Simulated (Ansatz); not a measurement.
**Molecular dynamics of C₄H₆ (part 1 of 3)**

C₄H₆, SMILES C=C1CC1, computed with RKS PBE/def2-SVP (Ansatz 0.2.0).

The geometry comes from this level: PBE0-D4/def2-TZVP. Figures and captions count atoms from 1; the log counts them from 0 in places.

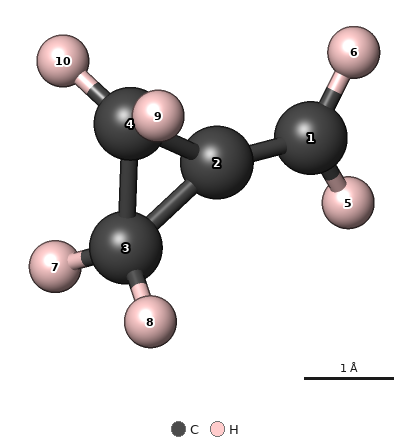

The structure as given in the input (ball-and-stick view, seen at a tilt; atoms are numbered from 1 in the order of the input). Bond lengths as drawn: C–C 1.31 to 1.53 Å and C–H 1.08 to 1.09 Å.

Key numbers

```csv
quantity,value
outcome,finished
mean temperature over the second half,173 K
trajectory,"50 steps, 50 fs"
ensemble,nve
temperature in the input,300 K
time step,1 fs
potential energy (last step),−4234.8699 eV
SCF solution under orbital rotations (last step),stable
largest force (length of the vector) (last step),1.566 eV/Å
dipole moment (last step),0.38 D
hardware,"4 threads of Arm Neoverse V1, 23 GiB of memory available, shared host"
wall time,33 s (CPU time 2 min)
peak memory,0.38 GiB
```

So short a trajectory is not equilibrated.

Input file
```yaml
crystal:
  periodic: [false, false, false]
  atoms:
    - {symbol: C, position_ang: [-1.238048, 0.744193, -0.827321]}
    - {symbol: C, position_ang: [-0.259128, 0.155503, -0.176931]}
    - {symbol: C, position_ang: [0.567930, -1.029795, 0.015131]}
    - {symbol: C, position_ang: [0.764168, 0.228612, 0.859112]}
    - {symbol: H, position_ang: [-1.775997, 0.232164, -1.618004]}
    - {symbol: H, position_ang: [-1.537916, 1.760134, -0.593463]}
    - {symbol: H, position_ang: [0.130490, -1.898001, 0.497495]}
    - {symbol: H, position_ang: [1.324568, -1.263078, -0.727082]}
    - {symbol: H, position_ang: [1.650550, 0.827082, 0.674785]}
    - {symbol: H, position_ang: [0.456383, 0.191988, 1.899179]}
basis:
  gaussian: {orbitals: def2-SVP}
hamiltonian: {xc: {name: PBE}}
md: {timestep: 1 fs, n_steps: 50, ensemble: nve, temperature: 300, initial_velocities: maxwell_boltzmann, seed: 123}
```

Command:
```bash
ansatz run in.yaml --threads 4 --pin off --events-out ev --progress --plain --max-ram 10444MiB
```

What the program printed
```
Functional definition: PBE
  name "PBE"
  cite "Perdew, Burke & Ernzerhof, Phys. Rev. Lett. 77, 3865 (1996) doi:10.1103/PhysRevLett.77.3865"
  parent pbe
  parameter kappa = 0.804
  parameter beta = 0.06672455060314922
  exchange = pbe_x(kappa = kappa, mu = beta*pi^2/3)
  correlation = pbe_c(beta = beta)
980 factors; their error is unknown
mean field evaluation 1: about -4225.6971 eV, gradient 5.8e1 eV
mean field evaluation 2: about -4217.4475 eV, gradient 8.1e1 eV
mean field evaluation 4: about -4234.9063 eV, gradient 7.7e0 eV
mean field evaluation 8: about -4235.0065 eV, gradient 3.4e-1 eV
mean field evaluation 16: about -4235.0068 eV, gradient 4.4e-5 eV
mean field -4235.00675265 eV, -155.6336275693 hartree, gradient 4.4e-5 eV, S^2 0.000000; 0 other end points of the search recorded, 0 dependent functions left out
the calculation of the forces begins
reference -4235.00678367 eV, -155.6336287093 hartree; 15, 15 occupied and 71, 71 virtual orbitals, 980 factors
md step     0: t =     0.00 fs  T =   300.0 K  F+E_penalty+E_count = -4235.00675265 eV  E_kin = 0.310224 eV  conserved = -4234.69652866 eV  (26 SCF iters)
these checks for a lower state are left out or cut short: starts, cluster_reference, orbital_swaps, neighbouring_geometries, increment
980 factors; their error is unknown
mean field -4234.98382145 eV, -155.6327848632 hartree, gradient 1.1e-5 eV, S^2 0.000000; 0 other end points of the search recorded, 0 dependent functions left out
the calculation of the forces begins
reference -4234.98385243 eV, -155.6327860015 hartree; 15, 15 occupied and 71, 71 virtual orbitals, 980 factors
md step     1: t =     1.00 fs  T =   278.9 K  F+E_penalty+E_count = -4234.98382145 eV  E_kin = 0.288381 eV  conserved = -4234.69544068 eV  (30 SCF iters)
[... from here on the SCF iterations and repeated set-up lines of each step are left out, up to the last step ...]
md step     2: t =     2.00 fs  T =   241.7 K  F+E_penalty+E_count = -4234.94451028 eV  E_kin = 0.249914 eV  conserved = -4234.69459585 eV  (29 SCF iters)
md step     3: t =     3.00 fs  T =   200.1 K  F+E_penalty+E_count = -4234.90145007 eV  E_kin = 0.206870 eV  conserved = -4234.69458040 eV  (30 SCF iters)
md step     4: t =     4.00 fs  T =   157.2 K  F+E_penalty+E_count = -4234.85663657 eV  E_kin = 0.162582 eV  conserved = -4234.69405433 eV  (31 SCF iters)
md step     5: t =     5.00 fs  T =   120.7 K  F+E_penalty+E_count = -4234.81790853 eV  E_kin = 0.124806 eV  conserved = -4234.69310232 eV  (29 SCF iters)
md step     6: t =     6.00 fs  T =   102.3 K  F+E_penalty+E_count = -4234.79864792 eV  E_kin = 0.105778 eV  conserved = -4234.69286957 eV  (32 SCF iters)
md step     7: t =     7.00 fs  T =   105.8 K  F+E_penalty+E_count = -4234.80274656 eV  E_kin = 0.109372 eV  conserved = -4234.69337478 eV  (32 SCF iters)
md step     8: t =     8.00 fs  T =   125.5 K  F+E_penalty+E_count = -4234.82363128 eV  E_kin = 0.129767 eV  conserved = -4234.69386450 eV  (31 SCF iters)
md step     9: t =     9.00 fs  T =   153.8 K  F+E_penalty+E_count = -4234.85357237 eV  E_kin = 0.159075 eV  conserved = -4234.69449777 eV  (31 SCF iters)
md step    10: t =    10.00 fs  T =   181.3 K  F+E_penalty+E_count = -4234.88269442 eV  E_kin = 0.187459 eV  conserved = -4234.69523573 eV  (30 SCF iters)
md step    11: t =    11.00 fs  T =   199.8 K  F+E_penalty+E_count = -4234.90147544 eV  E_kin = 0.206621 eV  conserved = -4234.69485447 eV  (30 SCF iters)
md step    12: t =    12.00 fs  T =   213.3 K  F+E_penalty+E_count = -4234.91494075 eV  E_kin = 0.220608 eV  conserved = -4234.69433270 eV  (30 SCF iters)
md step    13: t =    13.00 fs  T =   225.7 K  F+E_penalty+E_count = -4234.92877442 eV  E_kin = 0.233347 eV  conserved = -4234.69542768 eV  (31 SCF iters)
md step    14: t =    14.00 fs  T =   223.9 K  F+E_penalty+E_count = -4234.92783889 eV  E_kin = 0.231492 eV  conserved = -4234.69634684 eV  (31 SCF iters)
md step    15: t =    15.00 fs  T =   197.4 K  F+E_penalty+E_count = -4234.89944287 eV  E_kin = 0.204115 eV  conserved = -4234.69532776 eV  (31 SCF iters)
md step    16: t =    16.00 fs  T =   158.6 K  F+E_penalty+E_count = -4234.85768592 eV  E_kin = 0.164033 eV  conserved = -4234.69365255 eV  (31 SCF iters)
md step    17: t =    17.00 fs  T =   129.7 K  F+E_penalty+E_count = -4234.82712650 eV  E_kin = 0.134132 eV  conserved = -4234.69299405 eV  (47 SCF iters)
md step    18: t =    18.00 fs  T =   121.0 K  F+E_penalty+E_count = -4234.81852550 eV  E_kin = 0.125156 eV  conserved = -4234.69336906 eV  (32 SCF iters)
md step    19: t =    19.00 fs  T =   128.5 K  F+E_penalty+E_count = -4234.82693694 eV  E_kin = 0.132866 eV  conserved = -4234.69407071 eV  (31 SCF iters)
md step    20: t =    20.00 fs  T =   141.9 K  F+E_penalty+E_count = -4234.84153322 eV  E_kin = 0.146745 eV  conserved = -4234.69478871 eV  (31 SCF iters)
md step    21: t =    21.00 fs  T =   152.5 K  F+E_penalty+E_count = -4234.85245462 eV  E_kin = 0.157716 eV  conserved = -4234.69473819 eV  (31 SCF iters)
md step    22: t =    22.00 fs  T =   162.9 K  F+E_penalty+E_count = -4234.86215757 eV  E_kin = 0.168500 eV  conserved = -4234.69365782 eV  (31 SCF iters)
md step    23: t =    23.00 fs  T =   185.1 K  F+E_penalty+E_count = -4234.88532282 eV  E_kin = 0.191390 eV  conserved = -4234.69393316 eV  (31 SCF iters)
md step    24: t =    24.00 fs  T =   213.3 K  F+E_penalty+E_count = -4234.91665138 eV  E_kin = 0.220532 eV  conserved = -4234.69611983 eV  (30 SCF iters)
md step    25: t =    25.00 fs  T =   220.6 K  F+E_penalty+E_count = -4234.92509859 eV  E_kin = 0.228127 eV  conserved = -4234.69697125 eV  (30 SCF iters)
md step    26: t =    26.00 fs  T =   195.5 K  F+E_penalty+E_count = -4234.89750950 eV  E_kin = 0.202120 eV  conserved = -4234.69538928 eV  (31 SCF iters)
md step    27: t =    27.00 fs  T =   156.9 K  F+E_penalty+E_count = -4234.85574943 eV  E_kin = 0.162268 eV  conserved = -4234.69348177 eV  (30 SCF iters)
md step    28: t =    28.00 fs  T =   130.9 K  F+E_penalty+E_count = -4234.82825514 eV  E_kin = 0.135349 eV  conserved = -4234.69290660 eV  (31 SCF iters)
md step    29: t =    29.00 fs  T =   126.6 K  F+E_penalty+E_count = -4234.82453892 eV  E_kin = 0.130954 eV  conserved = -4234.69358470 eV  (31 SCF iters)
md step    30: t =    30.00 fs  T =   135.2 K  F+E_penalty+E_count = -4234.83459211 eV  E_kin = 0.139810 eV  conserved = -4234.69478244 eV  (31 SCF iters)
md step    31: t =    31.00 fs  T =   140.5 K  F+E_penalty+E_count = -4234.84071702 eV  E_kin = 0.145299 eV  conserved = -4234.69541778 eV  (32 SCF iters)
md step    32: t =    32.00 fs  T =   137.3 K  F+E_penalty+E_count = -4234.83599293 eV  E_kin = 0.141979 eV  conserved = -4234.69401419 eV  (30 SCF iters)
md step    33: t =    33.00 fs  T =   145.7 K  F+E_penalty+E_count = -4234.84271095 eV  E_kin = 0.150622 eV  conserved = -4234.69208913 eV  (29 SCF iters)
md step    34: t =    34.00 fs  T =   186.7 K  F+E_penalty+E_count = -4234.88677730 eV  E_kin = 0.193062 eV  conserved = -4234.69371575 eV  (30 SCF iters)
md step    35: t =    35.00 fs  T =   238.8 K  F+E_penalty+E_count = -4234.94426251 eV  E_kin = 0.246984 eV  conserved = -4234.69727823 eV  (30 SCF iters)
md step    36: t =    36.00 fs  T =   257.4 K  F+E_penalty+E_count = -4234.96401705 eV  E_kin = 0.266158 eV  conserved = -4234.69785862 eV  (30 SCF iters)
md step    37: t =    37.00 fs  T =   232.1 K  F+E_penalty+E_count = -4234.93551165 eV  E_kin = 0.240054 eV  conserved = -4234.69545790 eV  (29 SCF iters)
md step    38: t =    38.00 fs  T =   193.0 K  F+E_penalty+E_count = -4234.89277970 eV  E_kin = 0.199582 eV  conserved = -4234.69319732 eV  (30 SCF iters)
md step    39: t =    39.00 fs  T =   171.3 K  F+E_penalty+E_count = -4234.87000738 eV  E_kin = 0.177087 eV  conserved = -4234.69292053 eV  (30 SCF iters)
md step    40: t =    40.00 fs  T =   171.4 K  F+E_penalty+E_count = -4234.87176168 eV  E_kin = 0.177268 eV  conserved = -4234.69449356 eV  (29 SCF iters)
md step    41: t =    41.00 fs  T =   171.9 K  F+E_penalty+E_count = -4234.87422822 eV  E_kin = 0.177809 eV  conserved = -4234.69641905 eV  (30 SCF iters)
md step    42: t =    42.00 fs  T =   149.3 K  F+E_penalty+E_count = -4234.85036500 eV  E_kin = 0.154341 eV  conserved = -4234.69602384 eV  (30 SCF iters)
md step    43: t =    43.00 fs  T =   113.4 K  F+E_penalty+E_count = -4234.80967830 eV  E_kin = 0.117221 eV  conserved = -4234.69245688 eV  (30 SCF iters)
md step    44: t =    44.00 fs  T =   109.9 K  F+E_penalty+E_count = -4234.80435442 eV  E_kin = 0.113623 eV  conserved = -4234.69073107 eV  (32 SCF iters)
md step    45: t =    45.00 fs  T =   157.6 K  F+E_penalty+E_count = -4234.85737651 eV  E_kin = 0.162979 eV  conserved = -4234.69439757 eV  (32 SCF iters)
md step    46: t =    46.00 fs  T =   211.3 K  F+E_penalty+E_count = -4234.91657237 eV  E_kin = 0.218454 eV  conserved = -4234.69811812 eV  (32 SCF iters)
md step    47: t =    47.00 fs  T =   221.5 K  F+E_penalty+E_count = -4234.92646695 eV  E_kin = 0.229066 eV  conserved = -4234.69740105 eV  (30 SCF iters)
md step    48: t =    48.00 fs  T =   193.3 K  F+E_penalty+E_count = -4234.89425132 eV  E_kin = 0.199938 eV  conserved = -4234.69431283 eV  (48 SCF iters)
md step    49: t =    49.00 fs  T =   167.0 K  F+E_penalty+E_count = -4234.86500357 eV  E_kin = 0.172710 eV  conserved = -4234.69229325 eV  (31 SCF iters)
these checks for a lower state are left out or cut short: starts, cluster_reference, orbital_swaps, neighbouring_geometries, increment
980 factors; their error is unknown
mean field -4234.86982700 eV, -155.6285956445 hartree, gradient 1.2e-5 eV, S^2 0.000000; 0 other end points of the search recorded, 0 dependent functions left out
the calculation of the forces begins
reference -4234.86985861 eV, -155.6285968061 hartree; 15, 15 occupied and 71, 71 virtual orbitals, 980 factors
980 factors; their error is unknown
mean field evaluation 416: about -4234.9261 eV, gradient 2.2e-4 eV
mean field -4234.86982700 eV, -155.6285956445 hartree, gradient 1.2e-5 eV, S^2 0.000000; 1 other end points of the search recorded, 0 dependent functions left out
the calculation of the forces begins
reference -4234.86985861 eV, -155.6285968061 hartree; 15, 15 occupied and 71, 71 virtual orbitals, 980 factors
md step    50: t =    50.00 fs  T =   171.2 K  F+E_penalty+E_count = -4234.86982700 eV  E_kin = 0.177056 eV  conserved = -4234.69277125 eV  (47 SCF iters)
```

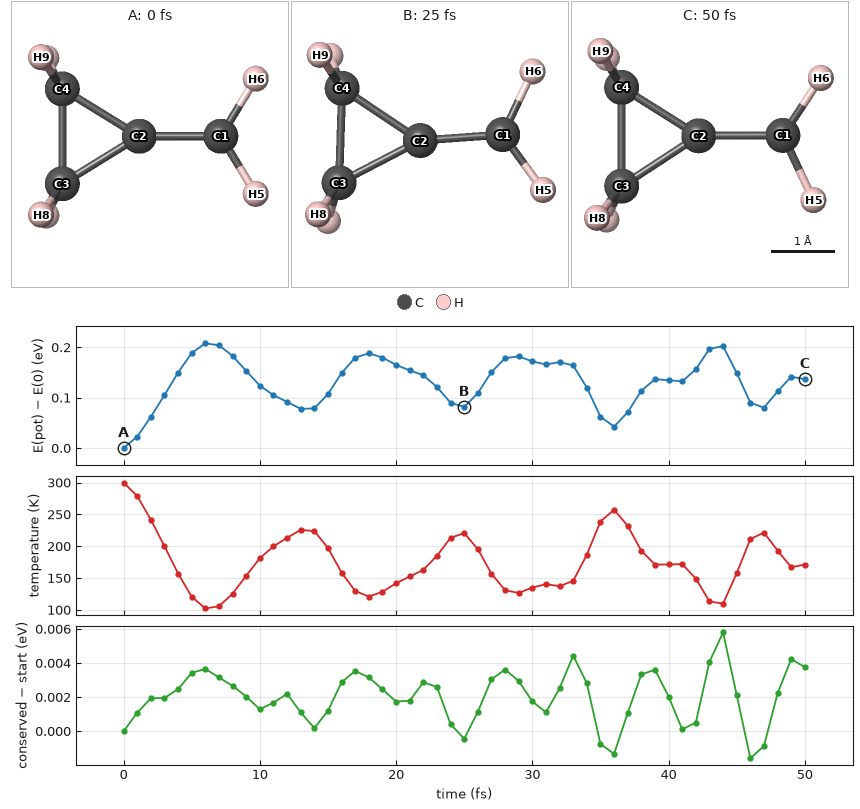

Frames of the molecular dynamics (ball-and-stick, seen on its broad side) above the curves, on which the letters mark them. The trajectory kept here has 51 frames over 50 fs. The temperature starts at 300 K, ranges from 102 to 300 K and averages 173 K over the second half. The potential energy ends 0.137 eV above its first value. The conserved quantity stays within 0.0074 eV. After an unweighted best fit of the last frame on the first, the root-mean-square displacement is 0.08 Å, and H6 has moved furthest (0.14 Å).

```
Total energy: -4234.86985861 eV, -155.6285968061 hartree
Atom 0 at    -1.266333     0.766320    -0.830677 Å, force     0.337699    -1.384979    -0.551884 eV/Å
Atom 1 at    -0.243258     0.162460    -0.176660 Å, force    -0.716716     0.452214    -0.392698 eV/Å
Atom 2 at     0.568799    -1.066673     0.003270 Å, force     1.069819     1.019480    -0.519318 eV/Å
Atom 3 at     0.774638     0.243611     0.878891 Å, force     0.299549    -0.264173    -0.217603 eV/Å
Atom 4 at    -1.818190     0.096729    -1.591420 Å, force     0.519656     1.207377     0.783629 eV/Å
Atom 5 at    -1.530869     1.844976    -0.704786 Å, force    -0.019657    -0.621330     0.059065 eV/Å
Atom 6 at     0.118542    -1.954576     0.462185 Å, force    -0.051036    -0.160703     0.240203 eV/Å
Atom 7 at     1.399678    -1.311965    -0.754272 Å, force    -1.049960     0.328724     0.769546 eV/Å
Atom 8 at     1.676900     0.912061     0.732317 Å, force    -0.545646    -0.698380     0.095435 eV/Å
Atom 9 at     0.414840     0.177208     1.931301 Å, force     0.156293     0.121770    -0.266376 eV/Å
Dipole moment:     0.059158    -0.028901     0.045098 e Å
```

Trajectory as extended XYZ (Å, eV, eV/Å), 45 of the 51 frames kept, from step=0 to step=50
```
10
Properties=species:S:1:pos:R:3:forces:R:3 step=0 time_fs=0.0 energy=-4235.00675 temperature=300.0
C    -1.2380    0.7442   -0.8273   -0.4447   0.2677  -0.2954
C    -0.2591    0.1555   -0.1769    0.3452  -0.2075   0.2291
C     0.5679   -1.0298    0.0151    0.0288   0.0794   0.0697
C     0.7642    0.2286    0.8591    0.0012  -0.0975  -0.0495
H    -1.7760    0.2322   -1.6180   -0.3185  -0.2800  -0.4558
H    -1.5379    1.7601   -0.5935   -0.1841   0.5819   0.1223
H     0.1305   -1.8980    0.4975   -0.2461  -0.5471   0.2635
H     1.3246   -1.2631   -0.7271    0.4458  -0.1795  -0.4455
H     1.6505    0.8271    0.6748    0.5320   0.3751  -0.0736
H     0.4564    0.1920    1.8992   -0.1596   0.0074   0.6353
10
Properties=species:S:1:pos:R:3:forces:R:3 step=1 time_fs=1.0 energy=-4234.98382 temperature=278.9
C    -1.2394    0.7441   -0.8258   -0.4612   0.8828  -0.0325
C    -0.2622    0.1607   -0.1811    0.9434  -0.7595   0.5494
C     0.5726   -1.0318    0.0118   -0.6915  -0.2134   0.7502
C     0.7601    0.2282    0.8579   -0.1414  -0.1435   0.0494
H    -1.7519    0.2185   -1.6101   -0.6149  -0.2889  -0.7533
H    -1.5140    1.7701   -0.5606   -0.2613   0.2294  -0.1102
H     0.1296   -1.9071    0.5242    0.0019   0.0227  -0.1131
H     1.3326   -1.2850   -0.7064    0.6744  -0.2011  -0.7025
H     1.6409    0.8254    0.6664    0.6582   0.4743  -0.0753
H     0.4560    0.1964    1.9050   -0.1076  -0.0029   0.4380
10
Properties=species:S:1:pos:R:3:forces:R:3 step=2 time_fs=2.0 energy=-4234.94451 temperature=241.7
C    -1.2410    0.7448   -0.8243   -0.6029   1.3404   0.0331
C    -0.2645    0.1652   -0.1849    1.4160  -1.2192   0.7962
C     0.5767   -1.0340    0.0091   -1.0507  -0.5196   1.1190
C     0.7559    0.2277    0.8567   -0.0723  -0.0418   0.2425
H    -1.7337    0.2020   -1.6094   -0.7201  -0.1364  -0.7790
H    -1.4925    1.7822   -0.5288   -0.3247  -0.1790  -0.3633
H     0.1288   -1.9159    0.5499    0.2057   0.4893  -0.4560
H     1.3470   -1.3089   -0.6924    0.6179  -0.1384  -0.6804
H     1.6376    0.8282    0.6573    0.5476   0.4110  -0.0225
H     0.4546    0.2008    1.9151   -0.0166  -0.0062   0.1105
```
